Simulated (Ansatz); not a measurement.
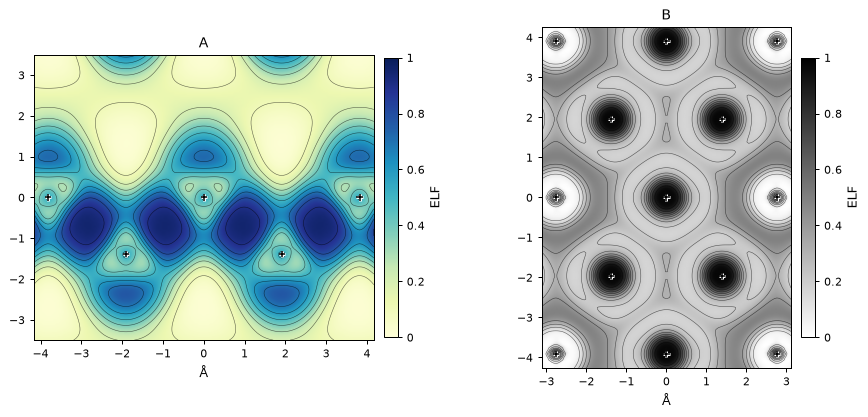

The ELF of 2 systems, each on a plane through atoms (crosses mark nuclei in the plane).

Level of theory: DFT LDA, scalar-relativistic, plane waves, PAW (Ansatz 0.2.0).

System 1: AlNi₃, the (101) plane of the conventional cell. Space group Fm-3m; a structure from a database of computed crystals, not necessarily the ambient phase; computed without spin polarisation; PAW files of the earlier set (soft_1).

```
Al Ni
1.0
     5.53548    0.00000    0.00000
     0.00000    5.53548    0.00000
     0.00000    0.00000    5.53548
Al Ni
4 12
Direct
  0.50000 0.00000 0.00000
  0.00000 0.50000 0.00000
  0.00000 0.00000 0.50000
  0.50000 0.50000 0.50000
  0.25000 0.25000 0.25000
  0.75000 0.75000 0.25000
  0.75000 0.25000 0.75000
  0.25000 0.75000 0.75000
  0.00000 0.00000 0.00000
  0.50000 0.50000 0.00000
  0.50000 0.00000 0.50000
  0.00000 0.50000 0.50000
  0.75000 0.25000 0.25000
  0.25000 0.75000 0.25000
  0.25000 0.25000 0.75000
  0.75000 0.75000 0.75000
```

System 2: Si, the (100) plane of the conventional cell. Space group C2/m; a structure from a database of computed crystals, not necessarily the ambient phase; PAW files of the earlier set (soft_1).

```cif
data_structure
_symmetry_space_group_name_H-M 'P 1'
_symmetry_Int_Tables_number 1
_cell_length_a 13.7161
_cell_length_b 3.8165
_cell_length_c 6.2903
_cell_angle_alpha 90.000
_cell_angle_beta 96.730
_cell_angle_gamma 90.000
_cell_volume 327.02
loop_
_atom_site_label
_atom_site_type_symbol
_atom_site_fract_x
_atom_site_fract_y
_atom_site_fract_z
_atom_site_occupancy
Si1 Si 0.05526 0.00000 0.87329 1
Si2 Si 0.55526 0.50000 0.87329 1
Si3 Si 0.44474 0.50000 0.12671 1
Si4 Si 0.94474 0.00000 0.12671 1
Si5 Si 0.05898 0.50000 0.65323 1
Si6 Si 0.55898 0.00000 0.65323 1
Si7 Si 0.44102 0.00000 0.34677 1
Si8 Si 0.94102 0.50000 0.34677 1
Si9 Si 0.21249 0.00000 0.05714 1
Si10 Si 0.71249 0.50000 0.05714 1
Si11 Si 0.28751 0.50000 0.94286 1
Si12 Si 0.78751 0.00000 0.94286 1
Si13 Si 0.22705 0.50000 0.58568 1
Si14 Si 0.72705 0.00000 0.58568 1
Si15 Si 0.27295 0.00000 0.41432 1
Si16 Si 0.77295 0.50000 0.41432 1
```

> Match each panel to its system.

Panel A is system 2, Si: the plane holds Si. Si–Si (2.36 Å): the ELF peaks at about 0.95 between the atoms: a covalent bond. Panel B is system 1, AlNi₃: the plane holds Al and Ni. Al–Ni (2.40 Å): the ELF is about 0.35 at the midpoint.
